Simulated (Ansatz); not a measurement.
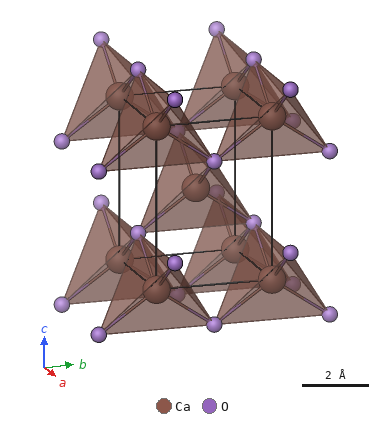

We look at a polyhedral model of the crystal slightly off an axis. The frame is the conventional unit cell; atoms at its boundary are shown with their periodic copies. Some atoms of the next cells are drawn as well.

CaO, space group Imm2 (No. 44), a = 3.634 Å, b = 3.739 Å, c = 5.213 Å, α = 90.00°, β = 90.00°, γ = 90.00°. Its origin is a structure type filled with these elements by a generator (whether the compound takes this form wasn't checked). The cell was then strained or its atoms displaced on purpose. It went into a calculation with Ansatz.

This one geometry was computed with Ansatz (DFT, plane waves, PAW) at three levels of theory: PBE, r2SCAN and HSE06. It was relaxed with r2SCAN and then strained.

### How does the band gap change with the level of theory?

PBE: a gap of 3.30 eV, indirect; r2SCAN: a gap of 3.73 eV, indirect; HSE06: a gap of 4.69 eV, indirect.

### Collect the results in a table.

| level | cutoff (eV) | k-mesh of the run's cell | gap (eV) | pressure (GPa) |
| --- | --- | --- | --- | --- |
| PBE | 420 | 8×8×8 | 3.30 | 1.3 |
| r2SCAN | 500 | 8×8×8 | 3.73 | 0.0 |
| HSE06 | 420 | 6×6×6 | 4.69 | 0.0 |

Gaps are taken on the k-mesh or band path of each run.
